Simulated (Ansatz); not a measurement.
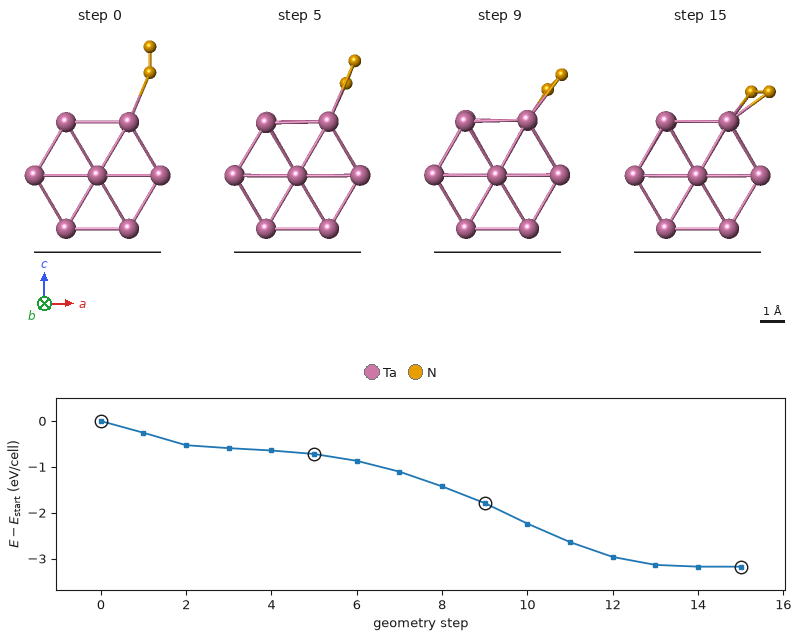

Frames of a constrained relaxation of a slab of composition Ta6N (cut from the Im-3m phase), marked on the history of the run. Style: ball-and-stick. Shown: the cell of the calculation, outlined in the plane, without the vacuum, along the b axis.

Case: N2 put at a hollow Ta-Ta-Ta site. The slab is the (1 1 0) face of Ta with N2 on it. 4 atoms are held fixed.

Theory: DFT PBE+D3(BJ), scalar-relativistic, plane waves, PAW in Ansatz. Set-up: plane-wave cutoff 420 eV; k-point mesh 6 × 6 × 1; occupations gaussian; smearing width 0.1 eV; no spin polarisation; dipole correction; atoms relaxed in a fixed cell; force threshold 0.03 eV/Å; at most 70 steps.

Describe the path.

An N atom moves most: 2.40 Å at 37° to the normal (−c side). Largest moves by element: N 2.40 Å, Ta 0.05 Å. The cell doesn't change. Some distances before and after: N–Ta 4.468 → 2.058 Å, N–Ta 3.697 → 2.211 Å, N–Ta 2.791 → 2.211 Å, N–Ta 2.625 → 2.057 Å. New bonds form, among them: N–Ta (3.70 → 2.21 Å), N–Ta (4.47 → 2.06 Å). Among the angles between lasting bonds that change: Ta–N–N 139.4° → 72.5°, Ta–N–Ta 72.1° → 98.6°, Ta–N–Ta 63.3° → 83.4°. The energy falls by 3.174 eV per cell of the calculation in 15 geometry steps. Largest force component: 3.5 eV/Å at the start, 0.016 eV/Å at the end. From step 0 to 5: an N atom moves most (0.70 Å), energy −0.717 eV per cell of the calculation. From step 5 to 9: an N atom moves most (0.78 Å), energy −1.071 eV per cell of the calculation. From step 9 to 15: an N atom moves most (0.92 Å), energy −1.386 eV per cell of the calculation.

| step | E − E(0), meV/atom | largest force component, eV/Å |
| --- | --- | --- |
| 0 | 0.00 | 3.5247 |
| 1 | -18.21 | 2.3847 |
| 2 | -37.63 | 2.3422 |
| 3 | -42.20 | 0.5966 |
| 4 | -45.85 | 0.3407 |
| 5 | -51.25 | 0.7816 |
| 6 | -61.91 | 1.0094 |
| 7 | -78.76 | 1.3200 |
| 8 | -101.71 | 1.5729 |
| 9 | -127.72 | 1.7365 |
| 10 | -159.63 | 1.6905 |
| 11 | -188.47 | 1.5653 |
| 12 | -211.56 | 1.0550 |
| 13 | -223.95 | 0.3902 |
| 14 | -226.69 | 0.0370 |
| 15 | -226.73 | 0.0157 |

Limits of the set-up: the periodic images lie only 5.7 Å apart, so the values are limited by the cell's size.
